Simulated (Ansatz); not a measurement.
**Two runs on WS₂**

System: WS₂ (3 atoms in the cell).
Method of run A: DFT PBEsol, scalar-relativistic, plane waves, PAW, no spin polarisation (Ansatz 0.2.0).

The structure derives from a Materials Project entry. Text and figures count atoms from 1; the logs count them from 0 in places.

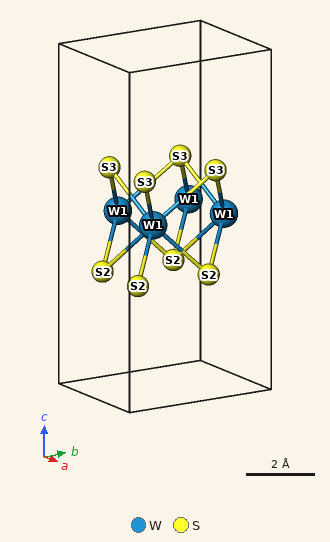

Fig. 1: The structure as given in the input (ball-and-stick view of the 2 × 2 repeat of the cell, with the vacuum cut short, seen slightly off an axis; atoms are numbered from 1 in the order of the input). An atom can appear more than once, as a periodic image.

### The input, run A
```yaml
crystal:
  lattice:
    - [3.1835163552, 0.0, 0.0]
    - [-1.5917581776, 2.7570060369, 0.0]
    - [0.0, 0.0, 16.95057789]
  atoms:
    - { symbol: W, position: [0.3333333333, 0.6666666667, 0.0] }
    - { symbol: S, position: [0.6272519342, 0.3044797466, 0.90799949] }
    - { symbol: S, position: [0.7060813992, 0.3621869201, 0.09200051] }
basis:
  ecutwfc: 420
kpoints:
  mp_grid: { grid: [12, 12, 2] }
hamiltonian:
  xc: pbesol
scf:
  occupations: { method: gaussian, width: 0.05 }
output:
  forces: true
  stress: true
  eigenvalues: true
  write_density: true
  write_potential: true
  elf: true
  volumetric_format: npy
```

Launched with:
```bash
ansatz run input.yaml --threads 2 --pin off --max-ram 5120MiB --backend cpu --events-out ev --progress --plain --runs-dir out
```

Hardware: 2 threads of Intel Xeon (Granite Rapids), 192 GiB of memory available, shared host.

### Output, shortened to warnings, some set-up lines, iterations and results (run A)
```
Basis set: ecut = 420 eV, 2937 PW (Γ), exchange–correlation on 48×48×240 points (8 copies of the dense FFT grid, shifted against one another)
Symmetry: 1 space group operations
k-points: 148 of 288 (time reversal used)
Initial density: superposition of atomic densities (neutral atoms: chi_scale 0, normalization atom), corrected by the library's trained network
[...]
SCF iter   1: F=—  HF=-12028.923061 eV  |F-HF|=—  |Δ(HF+E_count)|=         —  Δρ=5.47e-3  dr2=1.04e-1  ethr=1.77e-3  ⟨swp⟩=9.5  Hψ=18547  notcnv=0
SCF iter   2: F=—  HF=-12028.967498 eV  |F-HF|=—  |Δ(HF+E_count)|=   4.44e-2  Δρ=7.89e-3  dr2=3.47e-1  ethr=3.99e-4  ⟨swp⟩=3.3  Hψ=6204  notcnv=0  recentre
SCF iter   3: F=—  HF=-12028.911178 eV  |F-HF|=—  |Δ(HF+E_count)|=   5.63e-2  Δρ=1.99e-3  dr2=4.10e-3  ethr=3.99e-4  ⟨swp⟩=3.0  Hψ=4695  notcnv=0
SCF iter   4: F=—  HF=-12028.914486 eV  |F-HF|=—  |Δ(HF+E_count)|=   3.31e-3  Δρ=3.76e-4  dr2=1.31e-4  ethr=1.58e-5  ⟨swp⟩=2.0  Hψ=4434  notcnv=0
SCF iter   5: F=—  HF=-12028.914610 eV  |F-HF|=—  |Δ(HF+E_count)|=   1.24e-4  Δρ=1.65e-4  dr2=1.85e-4  ethr=5.03e-7  ⟨swp⟩=3.0  Hψ=5351  notcnv=0
SCF iter   6: F=—  HF=-12028.914617 eV  |F-HF|=—  |Δ(HF+E_count)|=   6.95e-6  Δρ=1.31e-4  dr2=1.77e-4  ethr=5.03e-7  ⟨swp⟩=2.1  Hψ=3383  notcnv=0
SCF iter   7: F=—  HF=-12028.914606 eV  |F-HF|=—  |Δ(HF+E_count)|=   1.16e-5  Δρ=5.09e-5  dr2=2.62e-5  ethr=5.03e-7  ⟨swp⟩=1.2  Hψ=2545  notcnv=0
SCF iter   8: F=—  HF=-12028.914574 eV  |F-HF|=—  |Δ(HF+E_count)|=   3.19e-5  Δρ=8.35e-6  dr2=5.77e-8  ethr=3.85e-10  ⟨swp⟩=14.3  Hψ=26549  notcnv=0
SCF iter   9: F=-12028.914574 eV  HF=-12028.914574 eV  |F-HF|=7.89e-9  |Δ(HF+E_count)|=   5.02e-8  Δρ=2.66e-6  dr2=5.50e-9  ethr=2.22e-10  ⟨swp⟩=9.1  Hψ=19814  notcnv=0
SCF 1 converged in 9 iterations: F = -12028.914574 eV  dr2 = 5.50e-9
SCF converged after 9 iterations
Free energy (F): -12028.914574 eV
Harris-Foulkes:  -12028.914574 eV  (|F-HF|=7.89e-9)
Internal energy: -12028.914574 eV  (E = F + TS)
E sigma→0 (E₀):  -12028.914574 eV
Fermi energy:    1.126767 eV
--- Per-component energies (eV) ---
  E_band       = -467.677625
  E_kinetic    = 665.522954
  E_local      = -12410.517220  (includes V_loc(G=0)·N_el)
  E_nonlocal   = 60.310297
  E_hartree    = 5884.206994
  E_xc         = -458.009987
  E_vxc        = -414.043120  (∫ρ·V_xc dr)
  E_paw        = -9604.476212  (= ΣΔE_a)
  E_vpaw       = -137.363345  (= ΣTr[D̂ρ^β])
  E_aug_tail   = -0.000059  (compensation charges beyond the density's cutoff)
  E_ewald      = 3833.702968
  E_core_change = 0.345691  (= ΣΔE_core)
  E_smearing   = -0.000000  (= −TS)
  E_closure    = -0.000000  (closes the sum)
  Σ components = -12028.914574   (vs F -12028.914574, Δ=0.00e0)
--- Forces (eV/Å), atoms counted from 1 ---
  atom   1  W      0.20690868     0.00003147    -0.01954720
  atom   2  S      0.68274997     0.78617378    -0.02541462
  atom   3  S     -0.88965882    -0.78620539     0.04495113
  max |Σ_I F_I| component: 1.07e-5 eV/Å
--- Stress (GPa, compression-positive) ---
       -1.220799       0.015102      -2.640710
        0.015102      -1.222049      -2.640660
       -2.640710      -2.640660       0.118153
  P = ⅓ Tr σ = -0.7749 GPa (-7.749 kbar)
```

For run B the input was changed thus:
```diff
-    - { symbol: S, position: [0.6272519342, 0.3044797466, 0.90799949] }
-    - { symbol: S, position: [0.7060813992, 0.3621869201, 0.09200051] }
+    - { symbol: S, position: [0.6535284225, 0.3237154711, 0.90799949] }
+    - { symbol: S, position: [0.6798049108, 0.3429511956, 0.09200051] }
```

Predict how the results change.

With the same functional and potentials, run B lies 37.1 meV per atom lower. The gap on the mesh goes from 1.74 to 1.77 eV. The pressure goes from −0.77 to −1.05 GPa. The largest force goes from 1.188 to 0.394 eV/Å. The number of SCF iterations is the same.

### Output, shortened to warnings, some set-up lines, iterations and results (run B)
```
Basis set: ecut = 420 eV, 2937 PW (Γ), exchange–correlation on 48×48×240 points (8 copies of the dense FFT grid, shifted against one another)
Symmetry: 1 space group operations
k-points: 148 of 288 (time reversal used)
Initial density: superposition of atomic densities (neutral atoms: chi_scale 0, normalization atom), corrected by the library's trained network
[...]
SCF iter   1: F=—  HF=-12029.034689 eV  |F-HF|=—  |Δ(HF+E_count)|=         —  Δρ=5.53e-3  dr2=1.06e-1  ethr=1.77e-3  ⟨swp⟩=9.3  Hψ=18297  notcnv=0
SCF iter   2: F=—  HF=-12029.080031 eV  |F-HF|=—  |Δ(HF+E_count)|=   4.53e-2  Δρ=7.97e-3  dr2=3.54e-1  ethr=4.09e-4  ⟨swp⟩=3.3  Hψ=6127  notcnv=0  recentre
SCF iter   3: F=—  HF=-12029.022396 eV  |F-HF|=—  |Δ(HF+E_count)|=   5.76e-2  Δρ=1.98e-3  dr2=3.95e-3  ethr=4.09e-4  ⟨swp⟩=3.0  Hψ=4684  notcnv=0
SCF iter   4: F=—  HF=-12029.025777 eV  |F-HF|=—  |Δ(HF+E_count)|=   3.38e-3  Δρ=3.85e-4  dr2=1.14e-4  ethr=1.52e-5  ⟨swp⟩=2.1  Hψ=4746  notcnv=0
SCF iter   5: F=—  HF=-12029.025894 eV  |F-HF|=—  |Δ(HF+E_count)|=   1.17e-4  Δρ=1.25e-4  dr2=9.10e-6  ethr=4.37e-7  ⟨swp⟩=2.8  Hψ=5118  notcnv=0
SCF iter   6: F=—  HF=-12029.025878 eV  |F-HF|=—  |Δ(HF+E_count)|=   1.60e-5  Δρ=3.15e-5  dr2=8.75e-6  ethr=3.50e-8  ⟨swp⟩=2.2  Hψ=4509  notcnv=0
SCF iter   7: F=—  HF=-12029.025877 eV  |F-HF|=—  |Δ(HF+E_count)|=   7.03e-7  Δρ=2.13e-5  dr2=3.64e-6  ethr=3.36e-8  ⟨swp⟩=2.0  Hψ=2995  notcnv=0
SCF iter   8: F=—  HF=-12029.025876 eV  |F-HF|=—  |Δ(HF+E_count)|=   3.87e-7  Δρ=8.09e-6  dr2=3.46e-7  ethr=1.40e-8  ⟨swp⟩=1.7  Hψ=2752  notcnv=0
SCF iter   9: F=-12029.025876 eV  HF=-12029.025876 eV  |F-HF|=1.84e-9  |Δ(HF+E_count)|=   3.64e-9  Δρ=1.66e-6  dr2=9.85e-9  ethr=3.85e-10  ⟨swp⟩=13.2  Hψ=22872  notcnv=0
SCF 1 converged in 9 iterations: F = -12029.025876 eV  dr2 = 9.85e-9
SCF converged after 9 iterations
Free energy (F): -12029.025876 eV
Harris-Foulkes:  -12029.025876 eV  (|F-HF|=1.84e-9)
Internal energy: -12029.025876 eV  (E = F + TS)
E sigma→0 (E₀):  -12029.025876 eV
Fermi energy:    1.112546 eV
--- Per-component energies (eV) ---
  E_band       = -467.633088
  E_kinetic    = 665.231462
  E_local      = -12409.048486  (includes V_loc(G=0)·N_el)
  E_nonlocal   = 60.239000
  E_hartree    = 5883.621433
  E_xc         = -457.954782
  E_vxc        = -413.974898  (∫ρ·V_xc dr)
  E_paw        = -9604.439627  (= ΣΔE_a)
  E_vpaw       = -137.326101  (= ΣTr[D̂ρ^β])
  E_aug_tail   = -0.000063  (compensation charges beyond the density's cutoff)
  E_ewald      = 3832.979496
  E_core_change = 0.345691  (= ΣΔE_core)
  E_smearing   = -0.000000  (= −TS)
  E_closure    = -0.000000  (closes the sum)
  Σ components = -12029.025876   (vs F -12029.025876, Δ=0.00e0)
--- Forces (eV/Å), atoms counted from 1 ---
  atom   1  W      0.02303382    -0.00000010    -0.00066706
  atom   2  S      0.25109788     0.26261494     0.10794888
  atom   3  S     -0.27413258    -0.26261568    -0.10723743
  max |Σ_I F_I| component: 4.44e-5 eV/Å
--- Stress (GPa, compression-positive) ---
       -1.388834       0.001723      -0.882076
        0.001723      -1.388849      -0.882075
       -0.882075      -0.882075      -0.361409
  P = ⅓ Tr σ = -1.0464 GPa (-10.464 kbar)
```

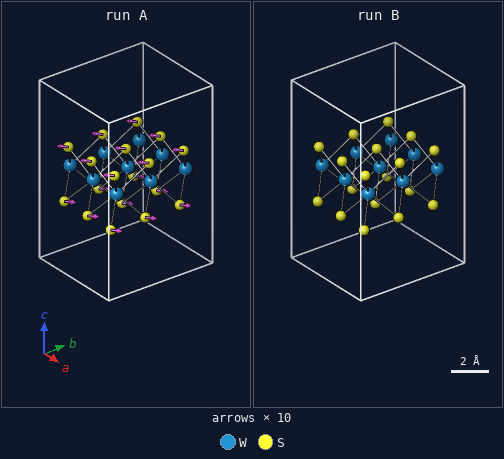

Fig. 2: The two input geometries at one scale (ball-and-stick view of the 3 × 3 repeat of the cell, with the vacuum cut short, seen slightly off an axis). The pink arrows on the first give the shifts of the atoms relative to the cell, magnified 10 times. The largest moves, 0.075 Å, are those of S atoms. W stays in place. The cell doesn't change. Among the contacts that change: S–W 2.494 → 2.438 Å, S–W 2.329 → 2.383 Å, S–W 2.352 → 2.390 Å, S–W 2.435 → 2.418 Å.

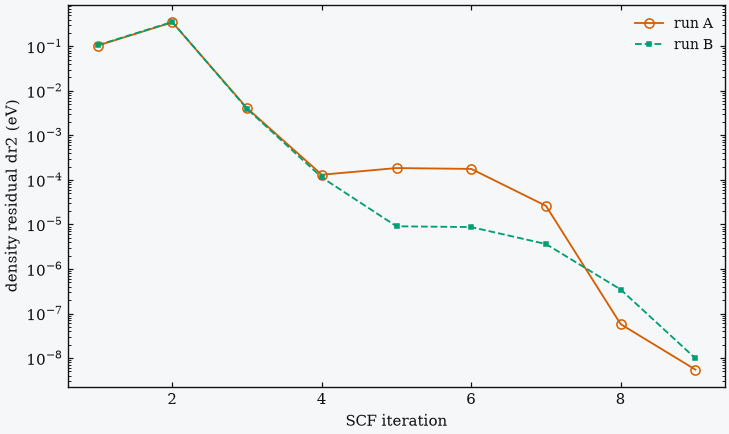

Fig. 3: Convergence of the two runs: density residual dr2 against the SCF iteration. Run A takes 9 iterations in all, and run B takes 9.

### The two runs side by side

| quantity | run A | run B |
| --- | --- | --- |
| outcome | converged | converged |
| free energy per atom (eV) | −4009.6382 | −4009.6753 |
| gap on the mesh (eV) | 1.74 | 1.77 |
| pressure (GPa) | −0.77 | −1.05 |
| largest force (eV/Å) | 1.188 | 0.394 |
| SCF iterations | 9 | 9 |
| irreducible k-points | 148 | 148 |
| plane waves at Γ | 2937 | 2937 |
| wall time (shared host) | 12 s | 11 s |

For both runs: Spin–orbit coupling is left out, which matters for W.
